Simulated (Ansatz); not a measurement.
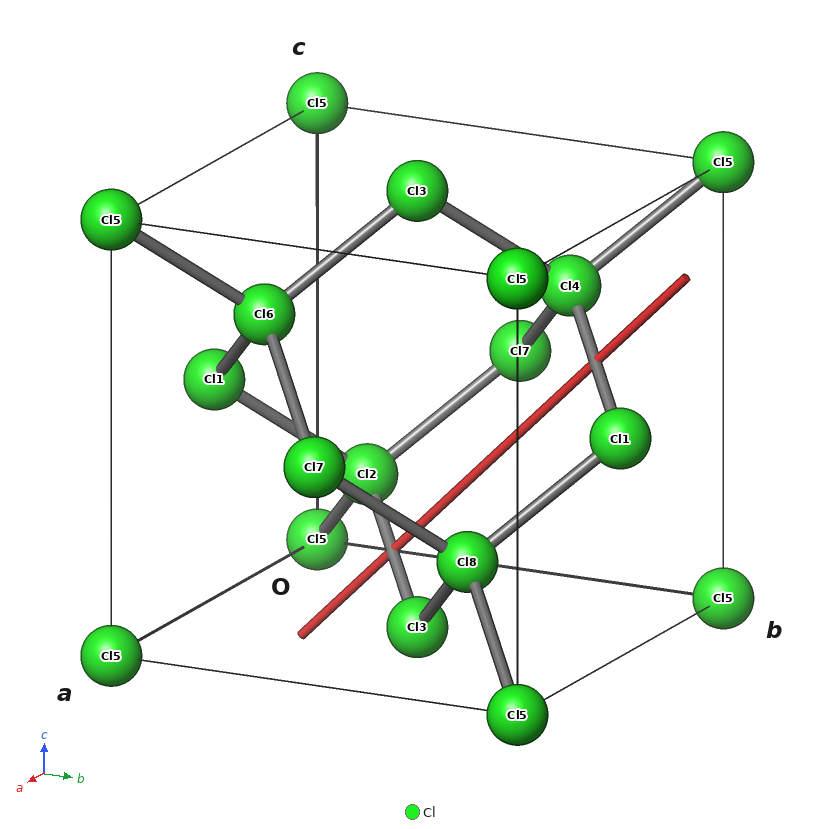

For Cl, the geometry relaxed with Ansatz, DFT r2SCAN, scalar-relativistic, plane waves, PAW; the starting structure was generated, so it need not be a known form of this composition: the coloured rod is the axis of a symmetry operation of the crystal. Symmetry computed with spglib at a tolerance of 0.002 Å; standard conventional cell.

a = 6.410 Å, b = 6.410 Å, c = 6.410 Å, α = 90.00°, β = 90.00°, γ = 90.00°.

```csv
atom,x,y,z
Cl1,0.5000,0.0000,0.5000
Cl2,0.2500,0.2500,0.2500
Cl3,0.5000,0.5000,0.0000
Cl4,0.2500,0.7500,0.7500
Cl5,0.0000,0.0000,0.0000
Cl6,0.7500,0.2500,0.7500
Cl7,0.0000,0.5000,0.5000
Cl8,0.7500,0.7500,0.2500
```

Take the operation x, y, z → −x+3/4, z+1/4, y−1/4.

Q: What kind of operation is it, and where does it lie?

A: It is a 2-fold rotation, about the line along [0 1 1] through (3/8, 5/8, 3/8).

Q: Onto which atom does it carry each atom (up to whole multiples of a, b and c)?

A: Cl1 → Cl4, Cl2 → Cl3, Cl3 → Cl2, Cl4 → Cl1, Cl5 → Cl6, Cl6 → Cl5, Cl7 → Cl8, Cl8 → Cl7.

Q: What is the crystal's space group?

A: Fd-3m, No. 227, origin choice 1.
